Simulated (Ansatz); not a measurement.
# Geometry relaxation of FeCo2H4 (part 3 of 5)

Continued. System: FeCo2H4 (C2/m, 14 atoms in the cell). Method: DFT with PBE, PAW plane waves, U = 4.93 eV, J = 0.93 eV on Co d, spin-polarised (Ansatz 0.2.0); cutoff 420 eV, 4×4×3 k-mesh, Fermi–Dirac smearing, collinear spins. The structure is a generated one, with these elements put on the sites of a known structure type; it need not be a known phase.

Geometry of the input (Å; fractional positions):
```
3.0913  3.0513  0.0000
3.0913  -3.0513  0.0000
0.3540  0.0000  -6.2735
H  0.2720  0.2720  0.5130
H  0.7280  0.7280  0.4870
Fe 0.0000  0.0000  0.0000
H  0.2530  0.2530  0.8810
H  0.7470  0.7470  0.1190
H  0.4200  0.4200  0.2840
H  0.5800  0.5800  0.7160
H  0.2230  0.7770  0.0000
H  0.7770  0.2230  0.0000
Fe 0.5000  0.5000  0.5000
Co 0.5700  0.0200  0.7550
Co 0.9800  0.4300  0.2450
Co 0.4300  0.9800  0.2450
Co 0.0200  0.5700  0.7550
```

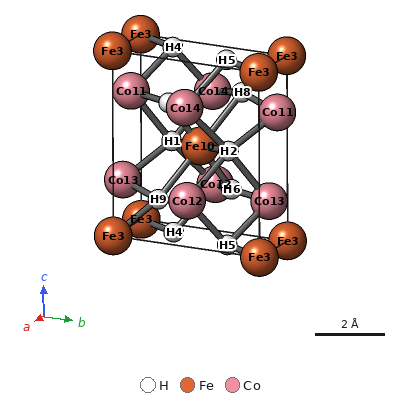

Fig. 1: The geometry at step 11 of the log (ball-and-stick view of the cell of the calculation, seen slightly off an axis; atoms are numbered from 1 in the order of the input).

What the program printed, continued:
```
SCF iter   1: F=—  HF=-29578.612809 eV  |F-HF|=—  |Δ(HF+E_count)|=         —  Δρ=4.49e-3 (↑3.34e-3 ↓4.49e-3)  dr2=9.48e-3  dr2_m=1.27e-2  M=11.609 μB ∫|m|=12.034 μB  β_m=0.30  ethr=8.94e-6  ⟨swp⟩=2.0  Hψ=14140  notcnv=0
preconditioner: auto → Kerker (q_TF=auto, 2.687 Å⁻¹)  [metal: Δε(μ)=0.022 eV  Ē_g=9.759 eV  σ=0.100 eV  W_gap=0.05  n_scr=36 (ndim 8)  ℏωp=26.4 eV  f_vac=0.034  D(μ)=4.31/eV (n_scr^D=36)]
spin=Collinear: Kerker preconditioning applied to the charge; magnetization (m = ρ↑ − ρ↓) channel mixes plain (no charge-response kernel on spin).
SCF iter   2: F=—  HF=-29578.616557 eV  |F-HF|=—  |Δ(HF+E_count)|=   3.75e-3  Δρ=3.43e-3 (↑2.43e-3 ↓3.43e-3)  dr2=9.17e-3  dr2_m=6.38e-3  M=11.604 μB ∫|m|=12.030 μB  β_m=0.46  ethr=8.78e-6  ⟨swp⟩=1.0  Hψ=4056  notcnv=0
SCF iter   3: F=—  HF=-29578.620832 eV  |F-HF|=—  |Δ(HF+E_count)|=   4.28e-3  Δρ=4.92e-3 (↑1.93e-3 ↓4.92e-3)  dr2=5.60e-2  dr2_m=4.82e-3  M=11.611 μB ∫|m|=12.036 μB  β_m=0.17  ethr=8.49e-6  ⟨swp⟩=2.0  Hψ=4511  notcnv=0  recentre
SCF iter   4: F=—  HF=-29578.618726 eV  |F-HF|=—  |Δ(HF+E_count)|=   2.11e-3  Δρ=1.86e-3 (↑1.36e-3 ↓1.86e-3)  dr2=1.92e-3  dr2_m=2.06e-3  M=11.609 μB ∫|m|=12.034 μB  β_m=0.26  ethr=8.49e-6  ⟨swp⟩=1.7  Hψ=4247  notcnv=0
SCF iter   5: F=—  HF=-29578.619837 eV  |F-HF|=—  |Δ(HF+E_count)|=   1.11e-3  Δρ=2.18e-4 (↑1.85e-4 ↓2.18e-4)  dr2=1.68e-4  dr2_m=1.37e-5  M=11.606 μB ∫|m|=12.032 μB  β_m=0.46  ethr=1.78e-6  ⟨swp⟩=2.6  Hψ=6704  notcnv=0
SCF iter   6: F=—  HF=-29578.619828 eV  |F-HF|=—  |Δ(HF+E_count)|=   8.36e-6  Δρ=2.01e-4 (↑1.15e-4 ↓2.01e-4)  dr2=8.50e-5  dr2_m=8.67e-6  M=11.607 μB ∫|m|=12.033 μB  β_m=0.56  ethr=1.55e-7  ⟨swp⟩=1.6  Hψ=4479  notcnv=0
SCF iter   7: F=—  HF=-29578.619860 eV  |F-HF|=—  |Δ(HF+E_count)|=   3.17e-5  Δρ=1.22e-4 (↑5.92e-5 ↓1.22e-4)  dr2=2.26e-5  dr2_m=2.34e-6  M=11.607 μB ∫|m|=12.033 μB  β_m=0.63  ethr=7.87e-8  ⟨swp⟩=2.0  Hψ=5271  notcnv=0
SCF iter   8: F=—  HF=-29578.619875 eV  |F-HF|=—  |Δ(HF+E_count)|=   1.47e-5  Δρ=7.19e-5 (↑2.71e-5 ↓7.19e-5)  dr2=4.17e-6  dr2_m=1.22e-6  M=11.607 μB ∫|m|=12.034 μB  β_m=0.81  ethr=2.10e-8  ⟨swp⟩=2.0  Hψ=5040  notcnv=0
SCF iter   9: F=—  HF=-29578.619901 eV  |F-HF|=—  |Δ(HF+E_count)|=   2.64e-5  Δρ=7.24e-5 (↑4.26e-5 ↓7.24e-5)  dr2=5.71e-6  dr2_m=8.70e-7  M=11.607 μB ∫|m|=12.034 μB  β_m=0.91  ethr=3.86e-9  ⟨swp⟩=2.0  Hψ=6920  notcnv=0
SCF iter  10: F=—  HF=-29578.619935 eV  |F-HF|=—  |Δ(HF+E_count)|=   3.41e-5  Δρ=6.86e-5 (↑3.75e-5 ↓6.86e-5)  dr2=5.51e-6  dr2_m=7.62e-7  M=11.608 μB ∫|m|=12.035 μB  β_m=0.83  ethr=3.86e-9  ⟨swp⟩=2.0  Hψ=6903  notcnv=0
SCF iter  11: F=—  HF=-29578.619968 eV  |F-HF|=—  |Δ(HF+E_count)|=   3.25e-5  Δρ=6.76e-5 (↑3.04e-5 ↓6.76e-5)  dr2=6.01e-6  dr2_m=7.09e-7  M=11.608 μB ∫|m|=12.035 μB  β_m=0.97  ethr=3.86e-9  ⟨swp⟩=2.0  Hψ=6881  notcnv=0
SCF iter  12: F=—  HF=-29578.620005 eV  |F-HF|=—  |Δ(HF+E_count)|=   3.69e-5  Δρ=1.35e-4 (↑5.87e-5 ↓1.35e-4)  dr2=4.04e-5  dr2_m=2.19e-6  M=11.609 μB ∫|m|=12.036 μB  β_m=0.21  ethr=3.86e-9  ⟨swp⟩=2.0  Hψ=6959  notcnv=0  recentre
SCF iter  13: F=—  HF=-29578.619979 eV  |F-HF|=—  |Δ(HF+E_count)|=   2.53e-5  Δρ=5.36e-5 (↑1.71e-5 ↓5.36e-5)  dr2=2.51e-6  dr2_m=5.91e-7  M=11.608 μB ∫|m|=12.035 μB  β_m=0.52  ethr=3.86e-9  ⟨swp⟩=2.0  Hψ=6913  notcnv=0
SCF iter  14: F=—  HF=-29578.620017 eV  |F-HF|=—  |Δ(HF+E_count)|=   3.76e-5  Δρ=6.73e-5 (↑2.13e-5 ↓6.73e-5)  dr2=6.99e-6  dr2_m=7.62e-7  M=11.608 μB ∫|m|=12.035 μB  β_m=0.29  ethr=2.33e-9  ⟨swp⟩=2.0  Hψ=6938  notcnv=0
SCF iter  15: F=—  HF=-29578.620046 eV  |F-HF|=—  |Δ(HF+E_count)|=   2.86e-5  Δρ=4.91e-5 (↑1.27e-5 ↓4.91e-5)  dr2=2.61e-6  dr2_m=5.32e-7  M=11.608 μB ∫|m|=12.035 μB  β_m=0.63  ethr=2.33e-9  ⟨swp⟩=2.0  Hψ=6894  notcnv=0
SCF iter  16: F=—  HF=-29578.620096 eV  |F-HF|=—  |Δ(HF+E_count)|=   4.99e-5  Δρ=3.73e-5 (↑1.05e-5 ↓3.73e-5)  dr2=1.00e-6  dr2_m=3.38e-7  M=11.608 μB ∫|m|=12.036 μB  β_m=0.35  ethr=2.33e-9  ⟨swp⟩=2.3  Hψ=7052  notcnv=0
SCF iter  17: F=—  HF=-29578.620128 eV  |F-HF|=—  |Δ(HF+E_count)|=   3.25e-5  Δρ=3.39e-5 (↑7.28e-6 ↓3.39e-5)  dr2=1.09e-6  dr2_m=2.65e-7  M=11.608 μB ∫|m|=12.036 μB  β_m=0.98  ethr=9.28e-10  ⟨swp⟩=2.5  Hψ=7237  notcnv=0
SCF iter  18: F=—  HF=-29578.620169 eV  |F-HF|=—  |Δ(HF+E_count)|=   4.11e-5  Δρ=6.02e-5 (↑3.25e-5 ↓6.02e-5)  dr2=7.12e-6  dr2_m=3.49e-7  M=11.609 μB ∫|m|=12.037 μB  β_m=0.61  ethr=9.28e-10  ⟨swp⟩=3.0  Hψ=9255  notcnv=0  recentre
SCF iter  19: F=—  HF=-29578.620163 eV  |F-HF|=—  |Δ(HF+E_count)|=   5.74e-6  Δρ=2.39e-5 (↑7.84e-6 ↓2.39e-5)  dr2=4.40e-7  dr2_m=1.28e-7  M=11.609 μB ∫|m|=12.037 μB  β_m=1.00  ethr=9.28e-10  ⟨swp⟩=2.0  Hψ=6973  notcnv=0
SCF iter  20: F=—  HF=-29578.620175 eV  |F-HF|=—  |Δ(HF+E_count)|=   1.12e-5  Δρ=2.74e-5 (↑1.44e-5 ↓2.74e-5)  dr2=9.42e-7  dr2_m=1.22e-7  M=11.609 μB ∫|m|=12.037 μB  β_m=1.00  ethr=4.07e-10  ⟨swp⟩=2.7  Hψ=7623  notcnv=0
SCF iter  21: F=—  HF=-29578.620180 eV  |F-HF|=—  |Δ(HF+E_count)|=   5.28e-6  Δρ=3.16e-5 (↑1.46e-5 ↓3.16e-5)  dr2=1.59e-6  dr2_m=1.31e-7  M=11.609 μB ∫|m|=12.037 μB  β_m=1.00  ethr=4.07e-10  ⟨swp⟩=2.1  Hψ=6988  notcnv=0
SCF iter  22: F=—  HF=-29578.620184 eV  |F-HF|=—  |Δ(HF+E_count)|=   3.68e-6  Δρ=5.25e-5 (↑3.48e-5 ↓5.25e-5)  dr2=5.77e-6  dr2_m=1.62e-7  M=11.609 μB ∫|m|=12.037 μB  β_m=0.81  ethr=4.07e-10  ⟨swp⟩=2.0  Hψ=6968  notcnv=0  recentre
SCF iter  23: F=—  HF=-29578.620184 eV  |F-HF|=—  |Δ(HF+E_count)|=   8.26e-7  Δρ=8.69e-5 (↑4.11e-5 ↓8.69e-5)  dr2=1.76e-5  dr2_m=7.18e-7  M=11.609 μB ∫|m|=12.038 μB  β_m=0.40  ethr=4.07e-10  ⟨swp⟩=2.1  Hψ=7005  notcnv=0
SCF iter  24: F=—  HF=-29578.620191 eV  |F-HF|=—  |Δ(HF+E_count)|=   6.49e-6  Δρ=3.55e-5 (↑1.39e-5 ↓3.55e-5)  dr2=1.98e-6  dr2_m=2.39e-7  M=11.609 μB ∫|m|=12.037 μB  β_m=0.60  ethr=4.07e-10  ⟨swp⟩=2.2  Hψ=7020  notcnv=0
SCF iter  25: F=—  HF=-29578.620195 eV  |F-HF|=—  |Δ(HF+E_count)|=   4.05e-6  Δρ=3.81e-5 (↑1.34e-5 ↓3.81e-5)  dr2=2.80e-6  dr2_m=2.52e-7  M=11.609 μB ∫|m|=12.037 μB  β_m=0.70  ethr=4.07e-10  ⟨swp⟩=2.2  Hψ=7010  notcnv=0
SCF iter  26: F=—  HF=-29578.620199 eV  |F-HF|=—  |Δ(HF+E_count)|=   4.48e-6  Δρ=5.83e-5 (↑3.53e-5 ↓5.83e-5)  dr2=6.80e-6  dr2_m=2.17e-7  M=11.609 μB ∫|m|=12.038 μB  β_m=0.22  ethr=4.07e-10  ⟨swp⟩=2.0  Hψ=6995  notcnv=0  recentre
SCF iter  27: F=—  HF=-29578.620200 eV  |F-HF|=—  |Δ(HF+E_count)|=   4.59e-7  Δρ=2.05e-5 (↑1.15e-5 ↓2.05e-5)  dr2=1.08e-6  dr2_m=6.00e-8  M=11.609 μB ∫|m|=12.038 μB  β_m=0.39  ethr=4.07e-10  ⟨swp⟩=2.0  Hψ=6929  notcnv=0
SCF iter  28: F=—  HF=-29578.620203 eV  |F-HF|=—  |Δ(HF+E_count)|=   2.90e-6  Δρ=2.10e-5 (↑7.14e-6 ↓2.10e-5)  dr2=6.16e-7  dr2_m=1.13e-7  M=11.609 μB ∫|m|=12.038 μB  β_m=0.52  ethr=4.07e-10  ⟨swp⟩=2.3  Hψ=7014  notcnv=0
SCF iter  29: F=—  HF=-29578.620205 eV  |F-HF|=—  |Δ(HF+E_count)|=   2.47e-6  Δρ=2.63e-5 (↑1.24e-5 ↓2.63e-5)  dr2=1.21e-6  dr2_m=9.28e-8  M=11.609 μB ∫|m|=12.038 μB  β_m=0.56  ethr=4.07e-10  ⟨swp⟩=2.0  Hψ=6910  notcnv=0
SCF iter  30: F=—  HF=-29578.620207 eV  |F-HF|=—  |Δ(HF+E_count)|=   1.78e-6  Δρ=1.21e-5 (↑4.41e-6 ↓1.21e-5)  dr2=1.62e-7  dr2_m=2.89e-8  M=11.609 μB ∫|m|=12.038 μB  β_m=0.78  ethr=4.07e-10  ⟨swp⟩=2.0  Hψ=6949  notcnv=0
SCF iter  31: F=—  HF=-29578.620207 eV  |F-HF|=—  |Δ(HF+E_count)|=   4.12e-7  Δρ=1.39e-5 (↑7.13e-6 ↓1.39e-5)  dr2=3.03e-7  dr2_m=2.67e-8  M=11.609 μB ∫|m|=12.038 μB  β_m=0.89  ethr=1.50e-10  ⟨swp⟩=2.0  Hψ=6888  notcnv=0
SCF iter  32: F=—  HF=-29578.620208 eV  |F-HF|=—  |Δ(HF+E_count)|=   3.58e-7  Δρ=1.73e-5 (↑8.94e-6 ↓1.73e-5)  dr2=6.05e-7  dr2_m=2.84e-8  M=11.609 μB ∫|m|=12.038 μB  β_m=0.87  ethr=1.50e-10  ⟨swp⟩=2.0  Hψ=6849  notcnv=0
SCF iter  33: F=—  HF=-29578.620208 eV  |F-HF|=—  |Δ(HF+E_count)|=   2.41e-7  Δρ=2.68e-5 (↑1.30e-5 ↓2.68e-5)  dr2=1.69e-6  dr2_m=7.39e-8  M=11.609 μB ∫|m|=12.038 μB  β_m=0.67  ethr=1.50e-10  ⟨swp⟩=2.0  Hψ=6921  notcnv=0  recentre
SCF iter  34: F=—  HF=-29578.620208 eV  |F-HF|=—  |Δ(HF+E_count)|=   5.84e-8  Δρ=8.08e-6 (↑3.79e-6 ↓8.08e-6)  dr2=1.11e-7  dr2_m=8.70e-9  M=11.609 μB ∫|m|=12.038 μB  β_m=0.83  ethr=1.50e-10  ⟨swp⟩=2.0  Hψ=6716  notcnv=0
SCF iter  35: F=-29578.620208 eV  HF=-29578.620208 eV  |F-HF|=3.22e-8  |Δ(HF+E_count)|=   1.51e-7  Δρ=7.57e-6 (↑3.79e-6 ↓7.57e-6)  dr2=9.13e-8  dr2_m=7.70e-9  M=11.609 μB ∫|m|=12.038 μB  ethr=9.26e-11  ⟨swp⟩=7.1  Hψ=20156  notcnv=0
SCF 2 converged in 35 iterations: F = -29578.620208 eV  dr2 = 9.13e-8
[... from here on the iterations of each SCF are left out, up to the last one ...]
relax step   1: F+E_penalty+E_count = -29578.62020826 eV  Δ(F+E_penalty+E_count) = +0.000e0 eV  max|allowed force component| = 4.352e0 eV/Å  Δτ_max = 0.0000 Å  P = +7.231 GPa  Ω = 118.352 Å³  (35 SCF iters, dr2 threshold 1.00e-7 eV, accepted)
Crystal: 14 atoms, lattice volume = 111.902 Å³
Basis set: ecut = 420 eV, 2179 PW (Γ), exchange–correlation on 60×60×90 points (8 copies of the dense FFT grid, shifted against one another)
preconditioner: auto → Kerker (q_TF=auto, 2.712 Å⁻¹)  [metal: Δε(μ)=0.019 eV  Ē_g=9.961 eV  σ=0.100 eV  W_gap=0.05  n_scr=36 (ndim 8)  ℏωp=27.2 eV  f_vac=0.019  D(μ)=4.46/eV (n_scr^D=36)]
spin=Collinear: Kerker preconditioning applied to the charge; magnetization (m = ρ↑ − ρ↓) channel mixes plain (no charge-response kernel on spin).
SCF 3 converged in 53 iterations: F = -29580.772556 eV  dr2 = 9.05e-7
relax step   2: F+E_penalty+E_count = -29580.77255603 eV  Δ(F+E_penalty+E_count) = -2.152e0 eV  max|allowed force component| = 1.782e0 eV/Å  Δτ_max = 0.1662 Å  P = +4.907 GPa  Ω = 111.902 Å³  energy of the carried Pulay correction = +1.022e-2 eV  (53 SCF iters, dr2 threshold 1.40e-6 eV, accepted)
[... from here on the SCF iterations and repeated set-up lines of each step are left out, up to the last step ...]
SCF 4 converged in 45 iterations: F = -29581.669750 eV  dr2 = 2.31e-7
relax step   3: F+E_penalty+E_count = -29581.66974957 eV  Δ(F+E_penalty+E_count) = -8.972e-1 eV  max|allowed force component| = 5.182e-1 eV/Å  Δτ_max = 0.1965 Å  P = +1.861 GPa  Ω = 110.328 Å³  energy of the carried Pulay correction = +1.281e-2 eV  (45 SCF iters, dr2 threshold 1.40e-6 eV, accepted)
SCF 5 converged in 60 iterations: F = -29581.901843 eV  dr2 = 8.46e-7
relax step   4: F+E_penalty+E_count = -29581.90184299 eV  Δ(F+E_penalty+E_count) = -2.321e-1 eV  max|allowed force component| = 2.549e-1 eV/Å  Δτ_max = 0.2000 Å  P = +1.265 GPa  Ω = 110.001 Å³  energy of the carried Pulay correction = +1.335e-2 eV  (60 SCF iters, dr2 threshold 1.40e-6 eV, accepted)
SCF 6 converged in 60 iterations: F = -29582.174765 eV  dr2 = 1.30e-6
relax step   5: F+E_penalty+E_count = -29582.17476483 eV  Δ(F+E_penalty+E_count) = -2.729e-1 eV  max|allowed force component| = 4.759e-1 eV/Å  Δτ_max = 0.1914 Å  P = +0.929 GPa  Ω = 110.867 Å³  energy of the carried Pulay correction = +1.192e-2 eV  (60 SCF iters, dr2 threshold 1.40e-6 eV, accepted)
SCF 7 converged in 33 iterations: F = -29582.443400 eV  dr2 = 4.50e-7
relax step   6: F+E_penalty+E_count = -29582.44339951 eV  Δ(F+E_penalty+E_count) = -2.686e-1 eV  max|allowed force component| = 5.093e-1 eV/Å  Δτ_max = 0.1949 Å  P = +1.569 GPa  Ω = 111.349 Å³  energy of the carried Pulay correction = +1.113e-2 eV  (33 SCF iters, dr2 threshold 1.40e-6 eV, accepted)
SCF 8 converged in 31 iterations: F = -29582.787857 eV  dr2 = 9.19e-7
relax step   7: F+E_penalty+E_count = -29582.78785708 eV  Δ(F+E_penalty+E_count) = -3.445e-1 eV  max|allowed force component| = 5.906e-1 eV/Å  Δτ_max = 0.1512 Å  P = +0.762 GPa  Ω = 112.841 Å³  energy of the carried Pulay correction = +8.700e-3 eV  (31 SCF iters, dr2 threshold 1.40e-6 eV, accepted)
SCF 9 converged in 31 iterations: F = -29583.146030 eV  dr2 = 5.09e-7
relax step   8: F+E_penalty+E_count = -29583.14602958 eV  Δ(F+E_penalty+E_count) = -3.582e-1 eV  max|allowed force component| = 4.015e-1 eV/Å  Δτ_max = 0.1894 Å  P = +0.374 GPa  Ω = 113.040 Å³  energy of the carried Pulay correction = +8.378e-3 eV  (31 SCF iters, dr2 threshold 1.40e-6 eV, accepted)
SCF 10 converged in 33 iterations: F = -29583.486850 eV  dr2 = 1.30e-7
relax step   9: F+E_penalty+E_count = -29583.48684967 eV  Δ(F+E_penalty+E_count) = -3.408e-1 eV  max|allowed force component| = 3.457e-1 eV/Å  Δτ_max = 0.1196 Å  P = -0.308 GPa  Ω = 113.089 Å³  energy of the carried Pulay correction = +8.299e-3 eV  (33 SCF iters, dr2 threshold 1.40e-6 eV, accepted)
SCF 11 converged in 33 iterations: F = -29583.824709 eV  dr2 = 9.40e-7
relax step  10: F+E_penalty+E_count = -29583.82470949 eV  Δ(F+E_penalty+E_count) = -3.379e-1 eV  max|allowed force component| = 3.420e-1 eV/Å  Δτ_max = 0.1781 Å  P = -0.496 GPa  Ω = 112.359 Å³  energy of the carried Pulay correction = +9.481e-3 eV  (33 SCF iters, dr2 threshold 1.40e-6 eV, accepted)
SCF 12 converged in 27 iterations: F = -29584.246657 eV  dr2 = 2.93e-7
relax step  11: F+E_penalty+E_count = -29584.24665698 eV  Δ(F+E_penalty+E_count) = -4.219e-1 eV  max|allowed force component| = 3.148e-1 eV/Å  Δτ_max = 0.1972 Å  P = +0.011 GPa  Ω = 109.896 Å³  energy of the carried Pulay correction = +1.352e-2 eV  (27 SCF iters, dr2 threshold 1.40e-6 eV, accepted)
SCF 13 converged in 25 iterations: F = -29584.595372 eV  dr2 = 7.26e-7
relax step  12: F+E_penalty+E_count = -29584.59537214 eV  Δ(F+E_penalty+E_count) = -3.487e-1 eV  max|allowed force component| = 2.324e-1 eV/Å  Δτ_max = 0.1775 Å  P = -0.086 GPa  Ω = 107.740 Å³  energy of the carried Pulay correction = +1.713e-2 eV  (25 SCF iters, dr2 threshold 1.40e-6 eV, accepted)
SCF 14 converged in 20 iterations: F = -29584.728292 eV  dr2 = 1.32e-6
relax step  13: F+E_penalty+E_count = -29584.72829160 eV  Δ(F+E_penalty+E_count) = -1.329e-1 eV  max|allowed force component| = 6.043e-2 eV/Å  Δτ_max = 0.2000 Å  P = +0.063 GPa  Ω = 106.501 Å³  energy of the carried Pulay correction = +1.924e-2 eV  (20 SCF iters, dr2 threshold 1.40e-6 eV, accepted)
SCF 15 converged in 19 iterations: F = -29584.737596 eV  dr2 = 1.08e-7
relax step  14: F+E_penalty+E_count = -29584.73759633 eV  Δ(F+E_penalty+E_count) = -9.305e-3 eV  max|allowed force component| = 2.367e-2 eV/Å  Δτ_max = 0.1010 Å  P = +0.034 GPa  Ω = 106.406 Å³  energy of the carried Pulay correction = +1.940e-2 eV  (19 SCF iters, dr2 threshold 7.06e-7 eV, accepted)
SCF 16 converged in 21 iterations: F = -29584.738532 eV  dr2 = 5.65e-9
relax step  15: F+E_penalty+E_count = -29584.73853180 eV  Δ(F+E_penalty+E_count) = -9.355e-4 eV  max|allowed force component| = 1.117e-2 eV/Å  Δτ_max = 0.0431 Å  P = +0.046 GPa  Ω = 106.424 Å³  energy of the carried Pulay correction = +1.937e-2 eV  (21 SCF iters, dr2 threshold 1.38e-8 eV, accepted)
SCF 17 converged in 18 iterations: F = -29584.738534 eV  dr2 = 1.36e-9
relax step  16: F+E_penalty+E_count = -29584.73853426 eV  Δ(F+E_penalty+E_count) = -2.459e-6 eV  max|allowed force component| = 1.225e-3 eV/Å  Δτ_max = 0.0064 Å  P = -0.017 GPa  Ω = 106.456 Å³  energy of the carried Pulay correction = +1.931e-2 eV  (18 SCF iters, dr2 threshold 1.19e-8 eV, accepted)
SCF 18 converged in 20 iterations: F = -29584.864907 eV  dr2 = 1.35e-10
relax step  17: F+E_penalty+E_count = -29584.86490746 eV  Δ(F+E_penalty+E_count) = -1.264e-1 eV  max|allowed force component| = 1.699e-2 eV/Å  Δτ_max = 0.0000 Å  P = +1.821 GPa  Ω = 106.456 Å³  stress off target by 5.28e0 GPa  SCF on the basis re-selected at this cell (its energy is not comparable with the rows above)  (20 SCF iters)
SCF 19 converged in 11 iterations: F = -29584.909557 eV  dr2 = 9.85e-7
relax step  18: F+E_penalty+E_count = -29584.90955664 eV  Δ(F+E_penalty+E_count) = -4.465e-2 eV  max|allowed force component| = 3.375e-2 eV/Å  Δτ_max = 0.0186 Å  P = +0.244 GPa  Ω = 107.626 Å³  energy of the carried Pulay correction = -2.400e-3 eV  (11 SCF iters, dr2 threshold 1.40e-6 eV, accepted)
SCF 20 converged in 8 iterations: F = -29584.911434 eV  dr2 = 7.30e-7
relax step  19: F+E_penalty+E_count = -29584.91143359 eV  Δ(F+E_penalty+E_count) = -1.877e-3 eV  max|allowed force component| = 7.269e-3 eV/Å  Δτ_max = 0.0130 Å  P = +0.017 GPa  Ω = 107.908 Å³  energy of the carried Pulay correction = -2.997e-3 eV  (8 SCF iters, dr2 threshold 1.40e-6 eV, accepted)
SCF 21 converged in 19 iterations: F = -29584.915284 eV  dr2 = 5.21e-11
relax step  20: F+E_penalty+E_count = -29584.91528395 eV  Δ(F+E_penalty+E_count) = -3.850e-3 eV  max|allowed force component| = 6.517e-3 eV/Å  Δτ_max = 0.0000 Å  P = +0.066 GPa  Ω = 107.908 Å³  stress off target by 1.52e-1 GPa  SCF on the basis re-selected at this cell (its energy is not comparable with the rows above)  (19 SCF iters)
SCF 22 converged in 7 iterations: F = -29584.915225 eV  dr2 = 5.67e-8
relax step  21: F+E_penalty+E_count = -29584.91522508 eV  Δ(F+E_penalty+E_count) = +5.887e-5 eV  max|allowed force component| = 8.309e-4 eV/Å  Δτ_max = 0.0006 Å  P = -0.007 GPa  Ω = 107.960 Å³  energy of the carried Pulay correction = -9.312e-5 eV  (7 SCF iters, dr2 threshold 5.77e-8 eV, accepted)
iter 1 solved again at ethr=7.02e-8 eV; its pass at ethr=3.10e-3 eV (dr2=7.58e-5 eV) is discarded
```
